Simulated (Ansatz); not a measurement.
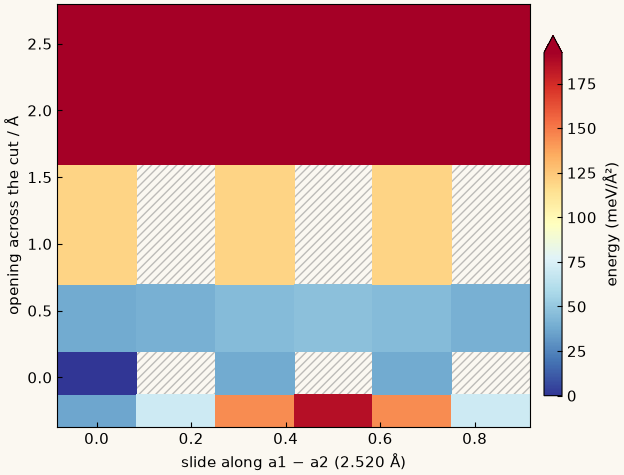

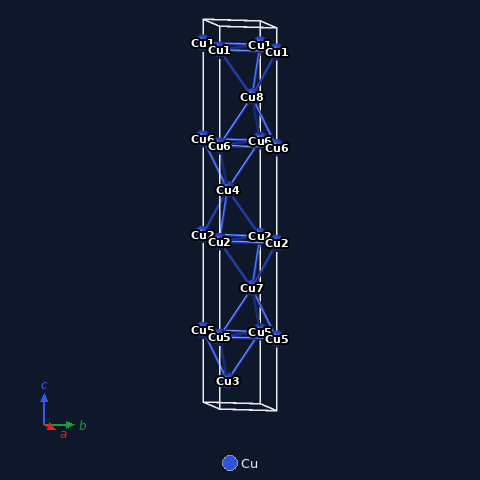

Energy landscape of Cu (P6_3/mmc, No. 194; 8 atoms in the cell). Rigid slide and opening across a plane, one cut a cell; the plane is (0 0 1) of the conventional cell. Coordinates scanned: (1) slide along a1 − a2 (2.520 Å); (2) opening across the cut. Nothing is relaxed (rigid halves). The grid has 6 × 5 points; 16 points were computed and 8 follow by symmetry. At 6 points there is no value. Points are written as (first, second). Energies are in meV/Å², from the lowest grid point. Computed with DFT PBEsol, scalar-relativistic, plane waves, PAW in Ansatz. Settings: cutoff 520 eV, k-mesh 17×17×3 in the order of the run's cell vectors, gaussian smearing 0.15 eV, no spin polarisation.

In the figure: one coloured cell a grid point, one colour for all values above the top of the scale, hatched blanks where no value was computed. The second picture is the structure at the lowest point

Q: What does the map say about the system?

A: The lowest grid point is at (0.000, 0.00 Å). Other grid points that lie below all their neighbours: (0.333, 0.00 Å) (38 meV/Å² higher); (0.667, 0.00 Å) (38 meV/Å² higher). The highest grid point, (0.500, 2.20 Å), lies 192 meV/Å² above the lowest.

Grid values (meV/Å²):

```tsv
second ↓, first →	0/6	1/6	2/6	3/6	4/6	5/6
2.20	192	192	192	192	192	192
1.00	120	–	120	–	120	–
0.40	38	40	45	47	45	40
0.00	0	–	38	–	38	–
−0.25	36	70	145	186	145	70
```

The whole map (16 points run) took 29 min on 4 threads of AMD EPYC 7R43 64-Core Processor (Zen 3), on a shared host.

PAW datasets: the set soft_1.
